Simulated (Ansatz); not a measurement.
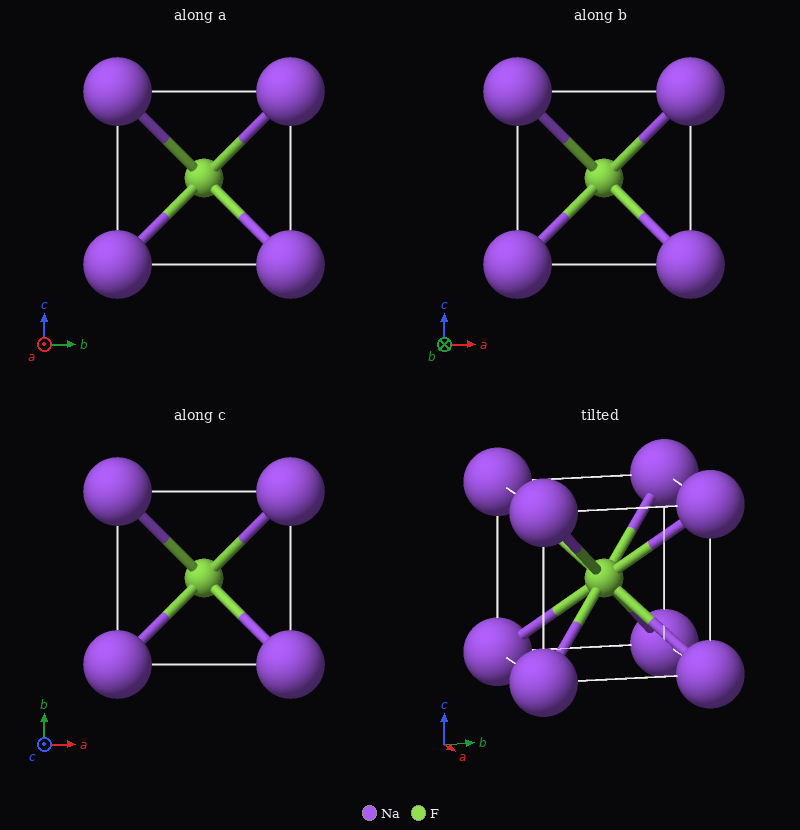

Shown here is a ball-and-stick view of the crystal, taken along the a axis, along the b axis, along the c axis and slightly off an axis. The edges of the conventional unit cell are marked.

Lattice parameters: a = 2.7935 Å, b = 2.7935 Å, c = 2.7935 Å, α = 90.000°, β = 90.000°, γ = 90.000°.

Set out the cell and atoms as a CIF with its space group and independent sites.

Answer.
```cif
data_structure
_symmetry_space_group_name_H-M 'P m -3 m'
_symmetry_Int_Tables_number 221
_cell_length_a 2.7935
_cell_length_b 2.7935
_cell_length_c 2.7935
_cell_angle_alpha 90.000
_cell_angle_beta 90.000
_cell_angle_gamma 90.000
_cell_volume 21.80
loop_
_atom_site_label
_atom_site_type_symbol
_atom_site_symmetry_multiplicity
_atom_site_Wyckoff_symbol
_atom_site_fract_x
_atom_site_fract_y
_atom_site_fract_z
_atom_site_occupancy
Na1 Na 1 a 0.0000 0.0000 0.0000 1
F1 F 1 b 0.5000 0.5000 0.5000 1
```

It goes back to a structure type filled with these elements by a generator (whether the compound takes this form wasn't checked). Earlier steps of the study may have refined or changed the cell and positions. Ansatz was used for an electronic-structure calculation on it.
